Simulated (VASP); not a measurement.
# From one sheet to two: 2H-MoS2 monolayer, part 3 of 6

What are the lattice, gap and band positions of 2H-MoS2 monolayer, and what does a second sheet change?

VASP 6.6.1, plane waves and PAW; the level of theory is named at each step.

So far, gap on the k-mesh (eV): step 2 (relaxing the monolayer) 1.75.

**5. The slab in a field, field -0.1**

Level of this step: optB86b-vdW, no spin polarisation; plane waves and PAW (Mo, S) (VASP).

A field across the slab, with the atoms held, gives the electronic response: the dipole changes linearly with the field, and the energy has a linear term from the slab's own dipole and a quadratic one from its polarisability.

The input, INCAR:

```
SYSTEM = MoS2
PREC = Normal
ENCUT = 350
EDIFF = 1E-06
NELM = 120
ISMEAR = 0
SIGMA = 0.03
LREAL = .FALSE.
ALGO = Fast
GGA = MK
AGGAC = 0
LUSE_VDW = .TRUE.
PARAM1 = 0.1234
PARAM2 = 1
LASPH = .TRUE.
NBANDS = 15
LORBIT = 11
LWAVE = .FALSE.
LCHARG = .FALSE.
KPAR = 4
IDIPOL = 3
LDIPOL = .TRUE.
DIPOL = 0.5 0.5 0.5
EFIELD = -0.1
```

The input, POSCAR:

```
MoS2
1.0
    3.1622533470      0.0000000000      0.0000000000
   -1.5811266735      2.7385917316      0.0000000000
    0.0000000000      0.0000000000     22.0000000000
Mo S
1 2
Direct
    0.3333333333      0.6666666667      0.5000000000
    0.6666666667      0.3333333333      0.4285638535
    0.6666666667      0.3333333333      0.5714361465
```

The input, KPOINTS:

```
Automatic mesh
0
Gamma
12 12 1
0 0 0
```

The projector-augmented-wave data sets are Mo and S (PBE family, release 64).

Launch:

```
$ mpirun -np 4 vasp_std
```

The log of the run:

```text
[... set-up lines as in an earlier step ...]
 entering main loop
       N       E                     dE             d eps       ncg     rms          rms(c)
DAV:   1     0.116910787747E+03    0.11691E+03   -0.51637E+03   570   0.651E+02
DAV:   2    -0.577571916481E+01   -0.12269E+03   -0.11443E+03   885   0.161E+02
DAV:   3    -0.178711466565E+02   -0.12095E+02   -0.11970E+02   780   0.615E+01
DAV:   4    -0.181212450433E+02   -0.25010E+00   -0.24965E+00   755   0.104E+01
DAV:   5    -0.181275419040E+02   -0.62969E-02   -0.62960E-02   780   0.162E+00    0.249E+01
RMM:   6    -0.169436113956E+02    0.11839E+01   -0.43698E+00   624   0.112E+01    0.853E+00
RMM:   7    -0.167178150558E+02    0.22580E+00   -0.11403E+00   602   0.657E+00    0.711E+00
RMM:   8    -0.165922569752E+02    0.12556E+00   -0.66247E-01   644   0.478E+00    0.154E+00
RMM:   9    -0.165797960628E+02    0.12461E-01   -0.76743E-02   663   0.231E+00    0.517E-01
RMM:  10    -0.165797593271E+02    0.36736E-04   -0.15504E-02   696   0.784E-01    0.217E-01
RMM:  11    -0.165787782534E+02    0.98107E-03   -0.23675E-03   685   0.357E-01    0.903E-02
RMM:  12    -0.165784640687E+02    0.31418E-03   -0.10266E-03   738   0.179E-01    0.397E-02
RMM:  13    -0.165781082863E+02    0.35578E-03   -0.17622E-04   733   0.819E-02    0.214E-02
RMM:  14    -0.165778115993E+02    0.29669E-03   -0.10740E-04   701   0.588E-02    0.315E-02
RMM:  15    -0.165778174680E+02   -0.58687E-05   -0.26586E-05   733   0.241E-02    0.241E-02
RMM:  16    -0.165778205899E+02   -0.31219E-05   -0.86158E-06   607   0.187E-02    0.213E-02
RMM:  17    -0.165778966168E+02   -0.76027E-04   -0.44768E-05   767   0.342E-02    0.179E-02
RMM:  18    -0.165779449886E+02   -0.48372E-04   -0.82987E-06   644   0.141E-02    0.110E-02
RMM:  19    -0.165779640747E+02   -0.19086E-04   -0.25232E-06   565   0.705E-03    0.503E-03
RMM:  20    -0.165779720683E+02   -0.79936E-05   -0.68500E-07   507   0.405E-03    0.244E-03
RMM:  21    -0.165779789477E+02   -0.68794E-05   -0.50025E-07   491   0.349E-03    0.500E-04
RMM:  22    -0.165779798299E+02   -0.88215E-06   -0.62104E-08   256   0.135E-03
   1 F= -.16577980E+02 E0= -.16577980E+02  d E =-.425039E-22
```

Run time: 21 s. Hardware: 4 MPI ranks of AMD EPYC 9R45, shared host; peak memory 1.2 GiB.

OUTCAR, selected parts (step 5):

```text
   NELECT =      18.0000    total number of electrons

 dipolmoment           0.000000      0.000000     -0.024672 electrons x Angstroem

 E-fermi :  -2.7530

 k-point     1 :       0.0000    0.0000    0.0000
  band No.  band energies     occupation
    ...
      5      -5.4888      2.00000
      6      -4.7695      2.00000
      7      -4.3627      2.00000
      8      -4.3627      2.00000
      9      -3.0507      2.00000
     10      -0.0984      0.00000
     11      -0.0984      0.00000
     12       0.0990      0.00000
     13       0.0990      0.00000
     14       1.8386      0.00000
    ...

Total vdW correction in eV:      3.0602934

  Total        0.0017706      0.0017706     -0.0331705      0.0000000      0.0000000      0.0000000
  in kB        0.0148897      0.0148897     -0.2789431      0.0000000      0.0000000      0.0000000
  external PRESSURE =      -0.0830546 kB  Pullay stress =       0.0000000 kB

 POSITION                                       TOTAL-FORCE (eV/Angst)
 -----------------------------------------------------------------------------------
     -0.00000      1.82573     11.00000         0.000000     -0.000000     -0.007123
      1.58113      0.91286      9.42840        -0.000000      0.000000     -0.006920
      1.58113      0.91286     12.57160        -0.000000      0.000000      0.014043
 -----------------------------------------------------------------------------------
    total drift:                               -0.000003      0.000002     -0.000063

  FREE ENERGIE OF THE ION-ELECTRON SYSTEM (eV)
  ---------------------------------------------------
  free  energy   TOTEN  =       -16.5779798299 eV

  energy  without entropy=      -16.5779798299  energy(sigma->0) =      -16.57797983

Total vdW correction in eV:      3.0602955

 vacuum level on the upper side and lower side of the slab         3.275         1.715

[... 8 parts as in an earlier step ...]

[... 9 further parts left out ...]
```

This step gave:

* Fermi energy: -2.753 eV
* dipole moment: 0, 0, -0.02467 e·Å

VASP counts the dipole in electrons times Å, so a positive number points the physical dipole along −c. A positive EFIELD is likewise a physical field along −c.

Energy at zero smearing: -16.57798 eV.

**6. The slab in a field, field 0.1**

Changes to INCAR since step 5:

```diff
@@ -23,2 +23,2 @@
 DIPOL = 0.5 0.5 0.5
-EFIELD = -0.1
+EFIELD = 0.1
```

POSCAR is that of step 5.

KPOINTS is that of step 5.

Launch:

```
$ mpirun -np 4 vasp_std
```

The log of the run:

```text
[... set-up lines as in an earlier step ...]
 entering main loop
       N       E                     dE             d eps       ncg     rms          rms(c)
DAV:   1     0.116502070219E+03    0.11650E+03   -0.51684E+03   570   0.651E+02
DAV:   2    -0.581867063283E+01   -0.12232E+03   -0.11442E+03   857   0.161E+02
DAV:   3    -0.178830637431E+02   -0.12064E+02   -0.11915E+02   801   0.612E+01
DAV:   4    -0.181210910899E+02   -0.23803E+00   -0.23755E+00   691   0.104E+01
[...]
RMM:  20    -0.165779721902E+02   -0.68952E-05   -0.56200E-07   488   0.365E-03    0.172E-03
RMM:  21    -0.165779795578E+02   -0.73676E-05   -0.58306E-07   502   0.370E-03    0.799E-04
RMM:  22    -0.165779795734E+02   -0.15537E-07   -0.39773E-08   250   0.130E-03
   1 F= -.16577980E+02 E0= -.16577980E+02  d E =-.183747E-22
```

Elapsed: 21 s, on 4 MPI ranks; peak memory 1.2 GiB.

Parts of OUTCAR (step 6):

```text
  Total        0.0017234      0.0017234     -0.0334721      0.0000000      0.0000000      0.0000000
  in kB        0.0144929      0.0144929     -0.2814798      0.0000000      0.0000000      0.0000000
  external PRESSURE =      -0.0841647 kB  Pullay stress =       0.0000000 kB

 POSITION                                       TOTAL-FORCE (eV/Angst)
 -----------------------------------------------------------------------------------
     -0.00000      1.82573     11.00000         0.000000     -0.000000      0.007149
      1.58113      0.91286      9.42840        -0.000000      0.000000     -0.014037
      1.58113      0.91286     12.57160        -0.000000      0.000000      0.006888
 -----------------------------------------------------------------------------------
    total drift:                               -0.000003      0.000002      0.000076

  FREE ENERGIE OF THE ION-ELECTRON SYSTEM (eV)
  ---------------------------------------------------
  free  energy   TOTEN  =       -16.5779795734 eV

  energy  without entropy=      -16.5779795734  energy(sigma->0) =      -16.57797957

[... 2 parts as in an earlier step ...]

[... 1 further part left out ...]
[key lines of the parts left out:]
E-fermi :  -2.7510
```

Numbers from this step:

| Item | Value |
| --- | --- |
| Fermi energy | -2.751 eV |
| dipole moment | 0, 0, 0.02467 e·Å |

Energy at zero smearing: -16.57798 eV.

**7. With spin-orbit coupling**

This step: optB86b-vdW, spin-orbit coupling, no spin polarisation; plane waves and PAW (Mo, S) (VASP 6.6.1).

For heavy elements spin-orbit coupling shifts the highest filled levels.

Changes to INCAR since step 6:

```diff
@@ -15,4 +15,8 @@
 LASPH = .TRUE.
-NBANDS = 15
-LORBIT = 11
+LNONCOLLINEAR = .TRUE.
+MAGMOM = 0 0 0 0 0 0 0 0 0
+NBANDS = 30
+GGA_COMPAT = .FALSE.
+LSORBIT = .TRUE.
+LMAXMIX = 4
 LWAVE = .FALSE.
@@ -23,2 +27 @@
 DIPOL = 0.5 0.5 0.5
-EFIELD = 0.1
```

POSCAR is that of step 6.

KPOINTS is that of step 6.

The input, KPOINTS_OPT:

```
Line mode
14
Line-mode
Reciprocal
  0.00000000   0.00000000   0.00000000 GAMMA
  0.50000000   0.00000000   0.00000000 M

  0.50000000   0.00000000   0.00000000 M
  0.33333333   0.33333333   0.00000000 K

  0.33333333   0.33333333   0.00000000 K
  0.00000000   0.00000000   0.00000000 GAMMA
```

Launch:

```
$ mpirun -np 4 vasp_ncl
```

The log of the run:

```text
[... set-up lines as in an earlier step ...]
 entering main loop
       N       E                     dE             d eps       ncg     rms          rms(c)
DAV:   1     0.117866063522E+03    0.11787E+03   -0.49501E+03  1900   0.650E+02
DAV:   2    -0.338022113629E+01   -0.12125E+03   -0.11370E+03  2854   0.164E+02
DAV:   3    -0.177950981968E+02   -0.14415E+02   -0.14247E+02  2480   0.647E+01
DAV:   4    -0.181230326256E+02   -0.32793E+00   -0.32650E+00  2344   0.117E+01
DAV:   5    -0.181319079377E+02   -0.88753E-02   -0.88723E-02  2378   0.190E+00    0.252E+01
RMM:   6    -0.169566937663E+02    0.11752E+01   -0.43778E+00  1979   0.112E+01    0.859E+00
RMM:   7    -0.167320002671E+02    0.22469E+00   -0.11433E+00  1934   0.659E+00    0.722E+00
RMM:   8    -0.166058211615E+02    0.12618E+00   -0.65064E-01  2027   0.474E+00    0.150E+00
RMM:   9    -0.165967248468E+02    0.90963E-02   -0.76421E-02  2217   0.224E+00    0.439E-01
RMM:  10    -0.165952297408E+02    0.14951E-02   -0.13859E-02  2241   0.777E-01    0.279E-01
RMM:  11    -0.165938988902E+02    0.13309E-02   -0.26678E-03  2300   0.345E-01    0.143E-01
RMM:  12    -0.165934764621E+02    0.42243E-03   -0.86304E-04  2490   0.166E-01    0.519E-02
RMM:  13    -0.165925009985E+02    0.97546E-03   -0.25701E-04  2220   0.104E-01    0.410E-02
RMM:  14    -0.165923761081E+02    0.12489E-03   -0.13849E-04  2288   0.652E-02    0.297E-02
RMM:  15    -0.165923953720E+02   -0.19264E-04   -0.25872E-05  2294   0.349E-02    0.171E-02
RMM:  16    -0.165927175184E+02   -0.32215E-03   -0.24866E-04  2860   0.638E-02    0.280E-02
RMM:  17    -0.165927225373E+02   -0.50189E-05   -0.80017E-06  2220   0.197E-02    0.172E-02
RMM:  18    -0.165927258603E+02   -0.33230E-05   -0.21810E-06  2090   0.917E-03    0.780E-03
RMM:  19    -0.165927234465E+02    0.24138E-05   -0.56449E-06  2106   0.112E-02    0.271E-03
RMM:  20    -0.165927219206E+02    0.15259E-05   -0.41283E-06  2068   0.103E-02    0.155E-03
RMM:  21    -0.165927227626E+02   -0.84201E-06   -0.45036E-07  1431   0.637E-03
   1 F= -.16592723E+02 E0= -.16592723E+02  d E =-.400403E-11  mag=     0.0000    -0.0000    -0.0000
 Start KPOINTS_OPT (optional k-point list driver)
k-point batch [1-31\42]
       N       E                     dE             ncg
DAV:   1    -0.245975869319E+03   -0.13634E+05     1876
DAV:   2    -0.401737150884E+04   -0.37714E+04     2850
DAV:   3    -0.443127951575E+04   -0.41391E+03     2414
DAV:   4    -0.444093766441E+04   -0.96581E+01     2362
DAV:   5    -0.444115470395E+04   -0.21704E+00     2334
DAV:   6    -0.444116287581E+04   -0.81719E-02     2384
DAV:   7    -0.444116322371E+04   -0.34790E-03     2456
DAV:   8    -0.444116323918E+04   -0.15480E-04     2228
DAV:   9    -0.444116323987E+04   -0.68435E-06     1644
k-point batch [32-42\42]
       N       E                     dE             ncg
DAV:   1     0.113901377125E+05   -0.25415E+04      668
DAV:   2     0.102134627798E+05   -0.11767E+04     1008
DAV:   3     0.100578724341E+05   -0.15559E+03      880
DAV:   4     0.100537411360E+05   -0.41313E+01      828
DAV:   5     0.100536300437E+05   -0.11109E+00      772
DAV:   6     0.100536252815E+05   -0.47622E-02      840
DAV:   7     0.100536251308E+05   -0.15065E-03      834
DAV:   8     0.100536251233E+05   -0.75147E-05      794
DAV:   9     0.100536251230E+05   -0.35654E-06      584
```

Wall time 57 s (4 MPI ranks); peak memory 2.1 GiB.

Parts of OUTCAR (step 7):

```text
   k-points           NKPTS =     31   k-points in BZ     NKDIM =     31   number of bands    NBANDS=     30

   NELECT =      18.0000    total number of electrons

 E-fermi :  -2.7504

 k-point     1 :       0.0000    0.0000    0.0000
  band No.  band energies     occupation
    ...
     14      -4.4061      1.00000
     15      -4.3201      1.00000
     16      -4.3201      1.00000
     17      -3.0452      1.00000
     18      -3.0452      1.00000
     19      -0.1408      0.00000
     20      -0.1408      0.00000
     21      -0.0623      0.00000
     22      -0.0623      0.00000
     23       0.1033      0.00000
    ...

Total vdW correction in eV:      3.0604149

  Total        0.0018553      0.0018553     -0.0290979      0.0000000      0.0000000     -0.0000000
  in kB        0.0156020      0.0156020     -0.2446949      0.0000000      0.0000000     -0.0000000
  external PRESSURE =      -0.0711637 kB  Pullay stress =       0.0000000 kB

 POSITION                                       TOTAL-FORCE (eV/Angst)
 -----------------------------------------------------------------------------------
     -0.00000      1.82573     11.00000        -0.000000      0.000000      0.000000
      1.58113      0.91286      9.42840         0.000000     -0.000000     -0.012544
      1.58113      0.91286     12.57160         0.000000     -0.000000      0.012544
 -----------------------------------------------------------------------------------
    total drift:                                0.000004     -0.000002      0.000000

  FREE ENERGIE OF THE ION-ELECTRON SYSTEM (eV)
  ---------------------------------------------------
  free  energy   TOTEN  =       -16.5927227626 eV

  energy  without entropy=      -16.5927227626  energy(sigma->0) =      -16.59272276

Total vdW correction in eV:      3.0604248

 vacuum level on the upper side and lower side of the slab         2.691         2.691

 Spin-Orbit-Coupling matrix elements
 Ion:    1  E_soc:     -0.0272750
 Ion:    2  E_soc:     -0.0022614
 Ion:    3  E_soc:     -0.0022614

[... 7 parts as in an earlier step ...]

[... 9 further parts left out ...]
```

Numbers from this step:

```
electronic cycles                 : 21
free energy (TOTEN)               : -16.59 eV
Fermi energy                      : -2.750 eV
least gap on mesh and path        : 1.675 eV
least direct gap on mesh and path : 1.675 eV
dipole moment                     : 0, 0, 0 e·Å
```

On-site spin-orbit energy by atom:

```tsv
atom	on-site spin-orbit energy (eV)
Mo1	-0.0273
S2	-0.0023
S3	-0.0023
```

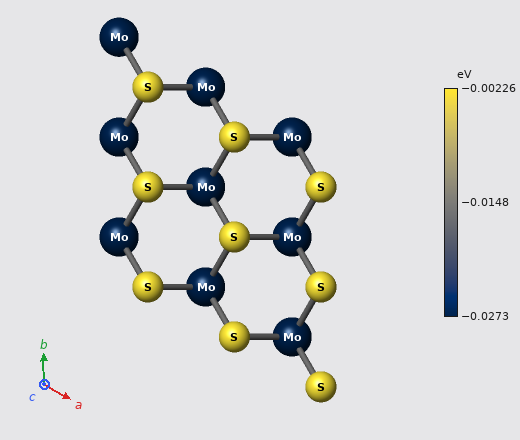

Atoms coloured by on-site spin-orbit energy. 3×3×1 cells are drawn.

The electronic bands at the labelled points (eV, zero at the valence-band top; v1 is the highest filled band, c1 the lowest empty one):

```tsv
point	v4	v3	v2	v1	c1	c2	c3	c4
Γ	-1.45	-1.45	-0.17	-0.17	2.73	2.73	2.81	2.81
M	-0.94	-0.94	-0.70	-0.70	2.19	2.19	2.70	2.70
K	-2.27	-2.24	-0.15	0.00	1.68	1.68	2.91	2.95
Γ	-1.45	-1.45	-0.17	-0.17	2.73	2.73	2.81	2.81
```

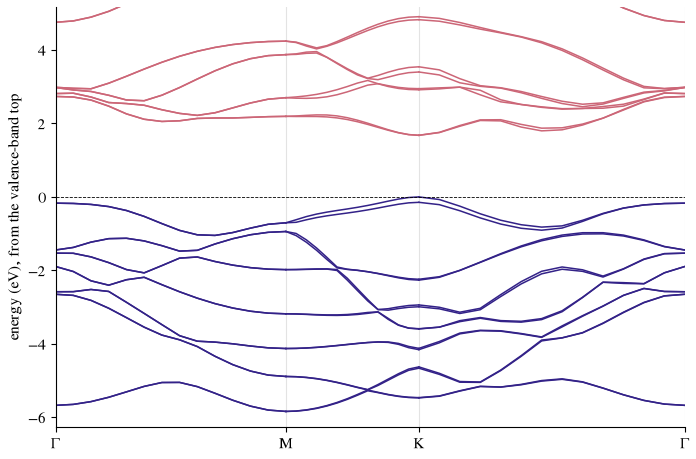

Electronic bands along the path; lines of filled and empty bands in two colours.

(Part 3 of 6 ends here.)

[Lines on the potential files, build, host, timing and source positions are cut from VASP's logs without a mark.]

[Logs are printed without paths, hosts, clocks, repeated set-up lines and the standing remarks that a program may print on its own settings, such as how far it seeks lower states.]

[Hosts, paths, dates, database ids (printed as entryN), source tags and the programs' standing remarks are cut or masked in the printed files.]

[Runs that stopped without an error message from VASP are left out.]
